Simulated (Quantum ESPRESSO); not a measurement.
# Band-structure run, with input and output: CuO

System: CuO (C2/c, 4 atoms in the cell).
Method: Kohn-Sham DFT of a periodic cell, PBE, Ansatz NC SR PBE, no spin polarisation (Quantum ESPRESSO 7.5).

The structure derives from an entry of the Crystallography Open Database.

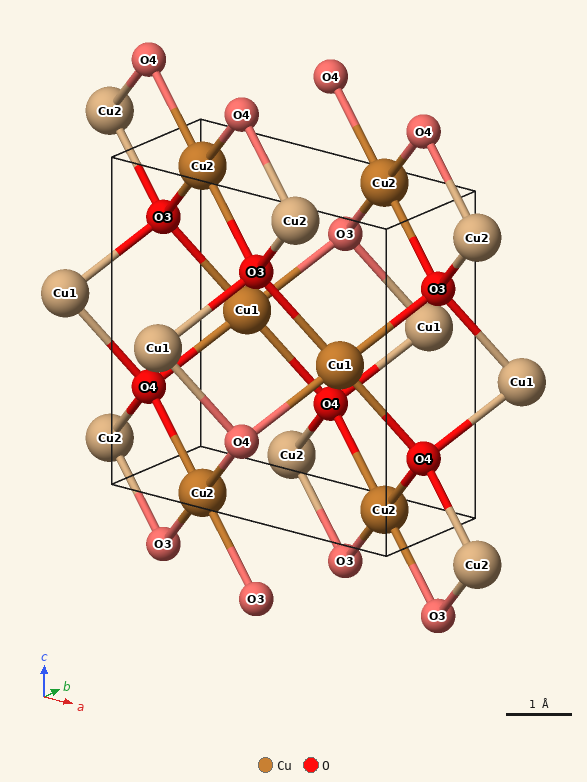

Fig. 1: The structure as given in the input (ball-and-stick view of the cell 2 times as large as that of the calculation, set on its symmetry axes, seen slightly off an axis; neighbours outside the cell are drawn fainter; atoms are numbered from 1 in the order of the input).

## Input file
```
&CONTROL
  calculation = 'scf'
  prefix = 'pwscf'
  outdir = './tmp'
  pseudo_dir = './pseudo'
  tprnfor = .true.
  tstress = .true.
  disk_io = 'low'
/
&SYSTEM
  ibrav = 0
  celldm(1) = 8
  nat = 4
  ntyp = 2
  ecutwfc = 92
  nbnd = 34
  occupations = 'smearing'
  smearing = 'fd'
  degauss = 0.00367493
/
&ELECTRONS
  conv_thr = 8d-10
  electron_maxstep = 120
  mixing_beta = 0.5
/
ATOMIC_SPECIES
Cu    63.5460 Cu.upf
O     15.9990 O.upf
CELL_PARAMETERS alat
  0.5531818906194  -0.4042360396340   0.0000000000000
  0.5531818906194   0.4042360396340   0.0000000000000
 -0.2007898793840   0.0000000000000   1.1947484912637
ATOMIC_POSITIONS crystal
Cu     0.5000000000    0.0000000000    0.5000000000
Cu     0.0000000000    0.5000000000    0.0000000000
O      0.4184000000    0.5816000000    0.7500000000
O      0.5816000000    0.4184000000    0.2500000000
K_POINTS automatic
10 10 5 0 0 0
```

## File bands.in
```
&CONTROL
  calculation = 'bands'
  prefix = 'pwscf'
  outdir = './tmp'
  pseudo_dir = './pseudo'
  disk_io = 'low'
  verbosity = 'high'
/
&SYSTEM
  ibrav = 0
  celldm(1) = 8
  nat = 4
  ntyp = 2
  ecutwfc = 92
  nbnd = 34
  occupations = 'smearing'
  smearing = 'fd'
  degauss = 0.00367493
/
&ELECTRONS
  conv_thr = 1d-08
  electron_maxstep = 120
  mixing_beta = 0.5
  diago_full_acc = .true.
  startingwfc = 'random'
/
ATOMIC_SPECIES
Cu    63.5460 Cu.upf
O     15.9990 O.upf
CELL_PARAMETERS alat
  0.5531818906194  -0.4042360396340   0.0000000000000
  0.5531818906194   0.4042360396340   0.0000000000000
 -0.2007898793840   0.0000000000000   1.1947484912637
ATOMIC_POSITIONS crystal
Cu     0.5000000000    0.0000000000    0.5000000000
Cu     0.0000000000    0.5000000000    0.0000000000
O      0.4184000000    0.5816000000    0.7500000000
O      0.5816000000    0.4184000000    0.2500000000
K_POINTS crystal
60
 0.0000000000  0.0000000000  0.0000000000 1
-0.0625000000 -0.0625000000  0.0000000000 1
-0.1250000000 -0.1250000000  0.0000000000 1
-0.1875000000 -0.1875000000  0.0000000000 1
-0.2500000000 -0.2500000000  0.0000000000 1
-0.3125000000 -0.3125000000  0.0000000000 1
-0.3750000000 -0.3750000000  0.0000000000 1
-0.4375000000 -0.4375000000  0.0000000000 1
-0.5000000000 -0.5000000000  0.0000000000 1
-0.5123923851 -0.5123923851  0.1637549418 1
-0.5247847702 -0.5247847702  0.3275098836 1
-0.5000000000 -0.5000000000  0.5000000000 1
-0.5667537928 -0.4332462072  0.5000000000 1
-0.6335075857 -0.3664924143  0.5000000000 1
-0.3664924143  0.3664924143  0.5000000000 1
-0.3206808625  0.3206808625  0.5000000000 1
-0.2748693107  0.2748693107  0.5000000000 1
-0.2290577589  0.2290577589  0.5000000000 1
-0.1832462072  0.1832462072  0.5000000000 1
-0.1374346554  0.1374346554  0.5000000000 1
-0.0916231036  0.0916231036  0.5000000000 1
-0.0458115518  0.0458115518  0.5000000000 1
 0.0000000000  0.0000000000  0.5000000000 1
-0.0594019037 -0.0594019037  0.5215612645 1
-0.1188038075 -0.1188038075  0.5431225291 1
-0.1782057112 -0.1782057112  0.5646837936 1
-0.2376076149 -0.2376076149  0.5862450582 1
-0.2970095186 -0.2970095186  0.6078063227 1
-0.3564114224 -0.3564114224  0.6293675873 1
-0.4158133261 -0.4158133261  0.6509288518 1
-0.4752152298 -0.4752152298  0.6724901164 1
-0.5000000000 -0.5000000000  0.0000000000 1
-0.5563658165 -0.4436341835  0.0000000000 1
-0.6127316330 -0.3872683670  0.0000000000 1
-0.3872683670  0.3872683670  0.0000000000 1
-0.3442385485  0.3442385485  0.0000000000 1
-0.3012087299  0.3012087299  0.0000000000 1
-0.2581789113  0.2581789113  0.0000000000 1
-0.2151490928  0.2151490928  0.0000000000 1
-0.1721192742  0.1721192742  0.0000000000 1
-0.1290894557  0.1290894557  0.0000000000 1
-0.0860596371  0.0860596371  0.0000000000 1
-0.0430298186  0.0430298186  0.0000000000 1
 0.0000000000  0.0000000000  0.0000000000 1
-0.0714285714  0.0000000000  0.0000000000 1
-0.1428571429  0.0000000000  0.0000000000 1
-0.2142857143  0.0000000000  0.0000000000 1
-0.2857142857  0.0000000000  0.0000000000 1
-0.3571428571  0.0000000000  0.0000000000 1
-0.4285714286  0.0000000000  0.0000000000 1
-0.5000000000  0.0000000000  0.0000000000 1
-0.5000000000  0.0000000000  0.5000000000 1
-0.4375000000  0.0000000000  0.4375000000 1
-0.3750000000  0.0000000000  0.3750000000 1
-0.3125000000  0.0000000000  0.3125000000 1
-0.2500000000  0.0000000000  0.2500000000 1
-0.1875000000  0.0000000000  0.1875000000 1
-0.1250000000  0.0000000000  0.1250000000 1
-0.0625000000  0.0000000000  0.0625000000 1
 0.0000000000  0.0000000000  0.0000000000 1
```

Run on 1 thread of Arm Neoverse V2, 24 GiB of memory available, shared host.

Command:
```bash
OMP_NUM_THREADS=1 pw.x -in pw.in > pw.out
OMP_NUM_THREADS=1 pw.x -in bands.in > bands.out
```

## Log
```
This program is part of the open-source Quantum ESPRESSO suite
     for quantum simulation of materials; please cite
         "P. Giannozzi et al., J. Phys.:Condens. Matter 21 395502 (2009);
         "P. Giannozzi et al., J. Phys.:Condens. Matter 29 465901 (2017);
         "P. Giannozzi et al., J. Chem. Phys. 152 154105 (2020);
          URL
     in publications or presentations arising from this work. More details at

     Message from routine setup:
     using ibrav=0 with symmetry is DISCOURAGED, use correct ibrav instead

     G-vector sticks info
     --------------------
     sticks:   dense  smooth     PW     G-vecs:    dense   smooth      PW
     Sum         833     833    249                32655    32655    5339

     Using Slab Decomposition

     bravais-lattice index     =            0
     lattice parameter (alat)  =       8.0000  a.u.
     unit-cell volume          =     273.5769 (a.u.)^3
     number of atoms/cell      =            4
     number of atomic types    =            2
     number of electrons       =        50.00
     number of Kohn-Sham states=           34
     kinetic-energy cutoff     =      92.0000  Ry
     charge density cutoff     =     368.0000  Ry
     scf convergence threshold =      8.0E-10
     mixing beta               =       0.5000
     number of iterations used =            8  plain     mixing
     Exchange-correlation= PBE
                           (   1   4   3   4   0   0   0)

     celldm(1)=   8.000000  celldm(2)=   0.000000  celldm(3)=   0.000000
     celldm(4)=   0.000000  celldm(5)=   0.000000  celldm(6)=   0.000000

     crystal axes: (cart. coord. in units of alat)
               a(1) = (   0.553182  -0.404236   0.000000 )
               a(2) = (   0.553182   0.404236   0.000000 )
               a(3) = (  -0.200790   0.000000   1.194748 )

     reciprocal axes: (cart. coord. in units 2 pi/alat)
               b(1) = (  0.903862 -1.236901  0.151903 )
               b(2) = (  0.903862  1.236901  0.151903 )
               b(3) = ( -0.000000  0.000000  0.836996 )

     PseudoPot. # 1 for Cu read from file:
     Cu.upf
     Pseudo is Norm-conserving + core correction, Zval = 19.0
     Ansatz make-channels, of a published file: Generated using ONCVPSP code by D. R.
     Using radial grid of 1492 points,  7 beta functions with:
                l(1) =   0
                l(2) =   0
                l(3) =   1
                l(4) =   1
                l(5) =   2
                l(6) =   2
                l(7) =   3

     PseudoPot. # 2 for O  read from file:
     O.upf
     Pseudo is Norm-conserving + core correction, Zval =  6.0
     Ansatz make-channels, of a published file: Generated using ONCVPSP code by D. R.
     Using radial grid of  936 points,  5 beta functions with:
                l(1) =   0
                l(2) =   0
                l(3) =   1
                l(4) =   1
                l(5) =   2

     atomic species   valence    mass     pseudopotential
     Cu               19.00    63.54600     Cu( 1.00)
     O                 6.00    15.99900     O ( 1.00)

      4 Sym. Ops., with inversion, found ( 2 have fractional translation)

   Cartesian axes

     site n.     atom                  positions (alat units)
         1        Cu     tau(   1) = (   0.1761960  -0.2021180   0.5973742  )
         2        Cu     tau(   2) = (   0.2765909   0.2021180   0.0000000  )
         3        O      tau(   3) = (   0.4025895   0.0659713   0.8960614  )
         4        O      tau(   4) = (   0.5029844  -0.0659713   0.2986871  )

     number of k points=   141  Fermi-Dirac smearing, width (Ry)=  0.0037

     Number of k-points >= 100: set verbosity='high' to print them.

     Dense  grid:    32655 G-vectors     FFT dimensions: (  36,  36,  60)

     Initial potential from superposition of free atoms

     starting charge      49.9993, renormalised to      50.0000
     Starting wfcs are   28 randomized atomic wfcs +    6 random wfcs

     Self-consistent Calculation

     iteration #  1     ecut=    92.00 Ry     beta= 0.50
     Davidson diagonalization with overlap
     ethr =  1.00E-02,  avg # of iterations =  4.5

     total energy              =    -826.13517309 Ry
     estimated scf accuracy    <       2.00980305 Ry

     iteration #  2     ecut=    92.00 Ry     beta= 0.50
     Davidson diagonalization with overlap
     ethr =  4.02E-03,  avg # of iterations =  2.0

     total energy              =    -826.68504676 Ry
     estimated scf accuracy    <       2.64384579 Ry

     iteration #  3     ecut=    92.00 Ry     beta= 0.50
     Davidson diagonalization with overlap
     ethr =  4.02E-03,  avg # of iterations =  1.8

     total energy              =    -827.06369814 Ry
     estimated scf accuracy    <       0.01561085 Ry

     iteration #  4     ecut=    92.00 Ry     beta= 0.50
     Davidson diagonalization with overlap
     ethr =  3.12E-05,  avg # of iterations =  2.9

     total energy              =    -827.07107688 Ry
     estimated scf accuracy    <       0.00570065 Ry

     iteration #  5     ecut=    92.00 Ry     beta= 0.50
     Davidson diagonalization with overlap
     ethr =  1.14E-05,  avg # of iterations =  2.2

     total energy              =    -827.07188845 Ry
     estimated scf accuracy    <       0.00025587 Ry

     iteration #  6     ecut=    92.00 Ry     beta= 0.50
     Davidson diagonalization with overlap
     ethr =  5.12E-07,  avg # of iterations =  2.5

     total energy              =    -827.07191331 Ry
     estimated scf accuracy    <       0.00023535 Ry

     iteration #  7     ecut=    92.00 Ry     beta= 0.50
     Davidson diagonalization with overlap
     ethr =  4.71E-07,  avg # of iterations =  2.0

     total energy              =    -827.07194372 Ry
     estimated scf accuracy    <       0.00000335 Ry

     iteration #  8     ecut=    92.00 Ry     beta= 0.50
     Davidson diagonalization with overlap
     ethr =  6.69E-09,  avg # of iterations =  2.1

     total energy              =    -827.07194449 Ry
     estimated scf accuracy    <       0.00000075 Ry

     iteration #  9     ecut=    92.00 Ry     beta= 0.50
     Davidson diagonalization with overlap
     ethr =  1.51E-09,  avg # of iterations =  1.0

     total energy              =    -827.07194452 Ry
     estimated scf accuracy    <       0.00000007 Ry

     iteration # 10     ecut=    92.00 Ry     beta= 0.50
     Davidson diagonalization with overlap
     ethr =  1.43E-10,  avg # of iterations =  2.0

     total energy              =    -827.07194453 Ry
     estimated scf accuracy    <          5.6E-09 Ry

     iteration # 11     ecut=    92.00 Ry     beta= 0.50
     Davidson diagonalization with overlap
     ethr =  1.11E-11,  avg # of iterations =  2.0

     End of self-consistent calculation

     Number of k-points >= 100: set verbosity='high' to print the bands.

     the Fermi energy is    12.5429 ev

!    total energy              =    -827.07194453 Ry
     estimated scf accuracy    <          2.2E-10 Ry
     smearing contrib. (-TS)   =      -0.00144158 Ry
     internal energy E=F+TS    =    -827.07050295 Ry

     The total energy is F=E-TS. E is the sum of the following terms:
     one-electron contribution =    -489.68476733 Ry
     hartree contribution      =     271.79270426 Ry
     xc contribution           =    -112.00950687 Ry
     ewald contribution        =    -497.16893300 Ry

     convergence has been achieved in  11 iterations

     Forces acting on atoms (cartesian axes, Ry/au):

     atom    1 type  1   force =     0.00000000    0.00000000   -0.00000000
     atom    2 type  1   force =     0.00000000   -0.00000000    0.00000000
     atom    3 type  2   force =    -0.00000000   -0.00984848   -0.00000000
     atom    4 type  2   force =     0.00000000    0.00984848   -0.00000000

     Total force =     0.013928     Total SCF correction =     0.000006

     Computing stress (Cartesian axis) and pressure

          total   stress  (Ry/bohr**3)                   (kbar)     P=       56.91
   0.00036673  -0.00000000  -0.00007464           53.95       -0.00      -10.98
   0.00000000   0.00046739   0.00000000            0.00       68.75        0.00
  -0.00007464  -0.00000000   0.00032648          -10.98       -0.00       48.03

=------------------------------------------------------------------------------=
   JOB DONE.
=------------------------------------------------------------------------------=
```

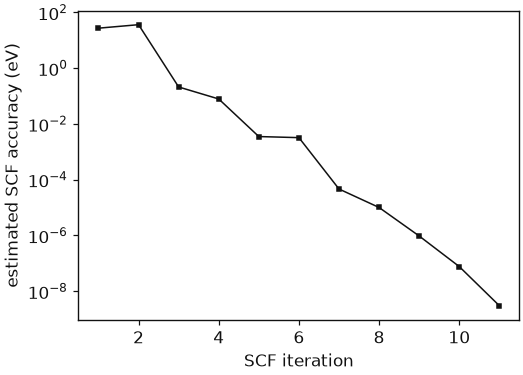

Fig. 2: Convergence of the self-consistent field: estimated SCF accuracy against the iteration. The field takes 11 iterations in all.

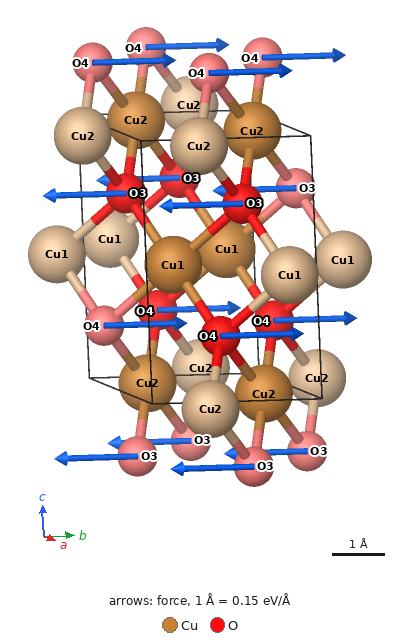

Fig. 3: Forces on the atoms as blue arrows (ball-and-stick view of the cell 2 times as large as that of the calculation, set on its symmetry axes, seen slightly off an axis; neighbours outside the cell are drawn fainter; atoms are numbered from 1 in the order of the input). The largest act on O3, O4 (0.25 eV/Å). The geometry is not a stationary point of this energy.

## Key numbers

| quantity | value |
| --- | --- |
| outcome | converged |
| space group (tolerance 0.01 Å) | C2/c (15) |
| electrons treated | 50 |
| free energy | −11252.8871 eV |
| Fermi energy of the self-consistent step | 12.543 eV |
| gap on the k-point mesh | none (metallic) |
| pressure | 5.69 GPa |
| largest force (length of the vector) | 0.253 eV/Å |
| wall time | 6.2 min |
| peak memory | 0.37 GiB |

## Remarks

The run has no spin polarisation, so a magnetic state may lie lower. The cell is under a pressure of 5.7 GPa at this level, so it is not at its equilibrium volume.
